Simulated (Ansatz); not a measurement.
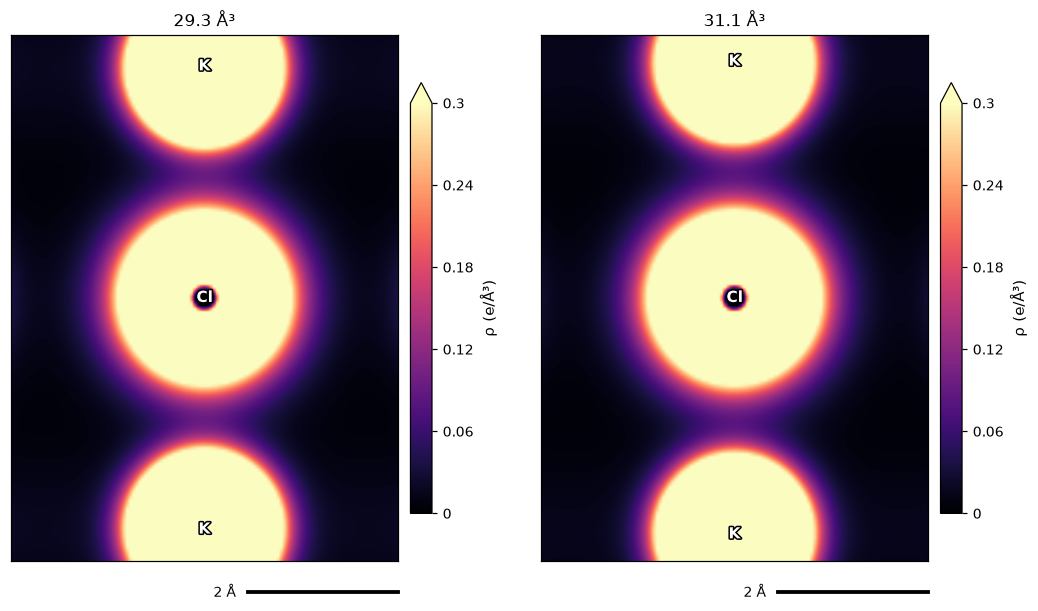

KCl. The valence pseudo-density of cells scaled evenly to different volumes (given per atom above each panel), on the (11̄0) plane of each (indices in the axes of the cell below), at one length scale and on one colour scale.

All numbers below come from Kohn-Sham DFT of a periodic cell, PBE0, Ansatz PAW (Ansatz).

In a PAW calculation such maps are meaningful between the atoms, not at the nuclei.

The largest cell:

```xyz
2
Lattice="0.0000 3.1465 3.1465 3.1465 0.0000 3.1465 3.1465 3.1465 0.0000" Properties=species:S:1:pos:R:3 pbc="T T T"
K     0.0000    0.0000    0.0000
Cl    3.1465    3.1465    3.1465
```

| volume (Å³/atom) | K–Cl contact in the plane (Å) | ρ at its midpoint (e/Å³) | pressure (GPa) | gap on the mesh (eV) | 
| --- | --- | --- | --- | --- |
| 29.28 | 3.082 | 0.102 | 1.8 | 7.47 | 
| 30.53 | 3.125 | ? | ? | ? | 
| 31.15 | 3.146 | 0.090 | 0.4 | 7.24 | 

> Estimate the missing row, and compare with the calculation.

Over the known rows ln ρ falls by 1.96 per Å of K–Cl distance (the line through the two), which gives 0.094 e/Å³ at 3.125 Å; the calculation gives 0.093 e/Å³. For the pressure, a straight line in volume between the neighbouring rows gives 0.9 GPa; the calculation gives 0.8. For the gap on the mesh, a straight line in volume between the neighbouring rows gives 7.32 eV; the calculation gives 7.31.
